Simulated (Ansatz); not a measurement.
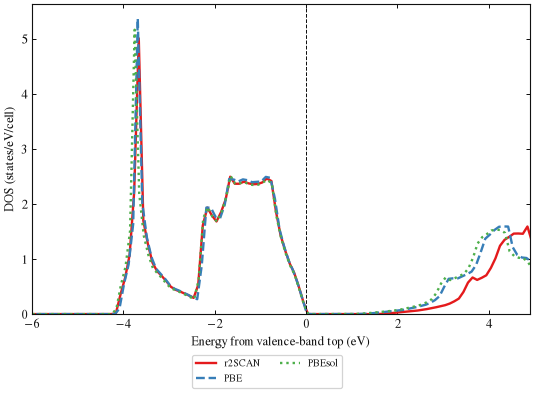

Total densities of states of CdS, space group F-43m (No. 216), 2 atoms in the cell, by three methods on the same cell. Each is counted from its own valence-band top.

Question: How do the methods compare?

Answer: r2SCAN gives a gap of 1.49 eV, PBE gives a gap of 1.04 eV and PBEsol gives a gap of 0.90 eV.

Settings. r2SCAN: DFT r2SCAN, scalar-relativistic, plane waves, PAW, no spin polarisation, 8×8×8 k mesh, 500 eV cutoff (Ansatz 0.2.0). PBE: DFT PBE, scalar-relativistic, plane waves, PAW, no spin polarisation, 8×8×8 k mesh, 420 eV cutoff (Ansatz). PBEsol: DFT PBEsol, scalar-relativistic, plane waves, PAW, no spin polarisation, 8×8×8 k mesh, 420 eV cutoff, Gaussian smearing of 0.02 eV (Ansatz).
